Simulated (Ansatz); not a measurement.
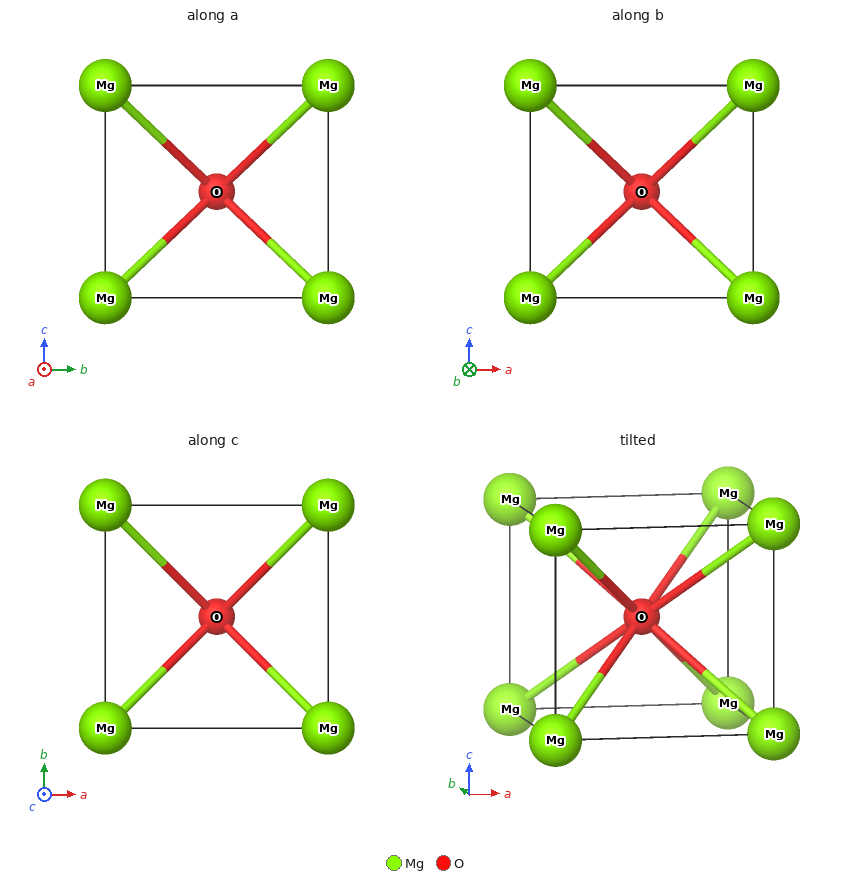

View along the a axis, along the b axis, along the c axis and slightly off an axis, drawn as a ball-and-stick model. One conventional unit cell is framed, with atoms on its boundary repeated.

Lattice parameters: a = 2.7558 Å, b = 2.7558 Å, c = 2.6233 Å, α = 90.000°, β = 90.000°, γ = 90.000°.

### Convert the drawing into a CIF with its space group and independent sites.

```cif
data_structure
_symmetry_space_group_name_H-M 'P 4/m m m'
_symmetry_Int_Tables_number 123
_cell_length_a 2.7558
_cell_length_b 2.7558
_cell_length_c 2.6233
_cell_angle_alpha 90.000
_cell_angle_beta 90.000
_cell_angle_gamma 90.000
_cell_volume 19.92
loop_
_atom_site_label
_atom_site_type_symbol
_atom_site_symmetry_multiplicity
_atom_site_Wyckoff_symbol
_atom_site_fract_x
_atom_site_fract_y
_atom_site_fract_z
_atom_site_occupancy
Mg1 Mg 1 a 0.0000 0.0000 0.0000 1
O1 O 1 d 0.5000 0.5000 0.5000 1
```

The starting point was a structure type filled with these elements by a generator (whether the compound takes this form wasn't checked). The cell was then strained or its atoms displaced on purpose. Ansatz was used for an electronic-structure calculation on it.

At this level of theory the cell isn't at rest (stretched, at -13 GPa), so its distances can differ from those at equilibrium, the more so the softer the solid.
